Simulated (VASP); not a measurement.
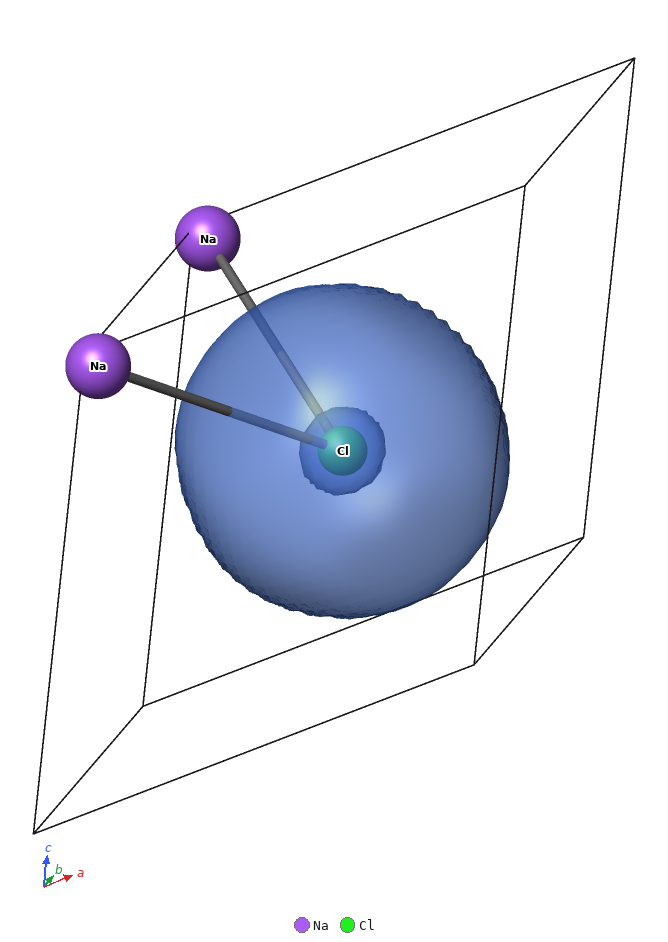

The picture shows: NaCl. Isosurface of the ELF at 0.65 (blue), seen slightly off an axis. Core shells and regions of very low density are left out. Sticks mark near contacts.

Space group P1; started from the rocksalt prototype, which need not be the ambient phase; changed on purpose from its base cell (strained and displaced); not relaxed (largest force 0.3 eV/Å); computed pressure about 2 GPa in this cell.

Computed with DFT, PBE, plane waves, PAW in VASP.

Core electrons are frozen (PAW), and the valence fields are smoothed inside the atomic spheres.

Where are the electrons localised?

Answer. The surface consists of one region wrapped around Cl (its valence shell), counted in one cell of 2 atoms. Any copies at cell faces, edges or corners count once. Along the contacts the grid gives the following. Na–Cl (2.63 Å): the ELF peaks at about 0.90 in the valence shell of Cl, 0.8 Å from its nucleus, and falls to about 0 next to Na: an ionic contact with no shared pair. Na–Cl (2.73 Å): the ELF peaks at about 0.90 in the valence shell of Cl, 0.8 Å from its nucleus, and falls to about 0 next to Na; an ionic contact with no shared pair.

Metal or insulator at this level of theory?

Answer. It is gapped, with a Kohn–Sham gap of 5.1 eV on the k-point mesh, an upper bound to the gap of this method.
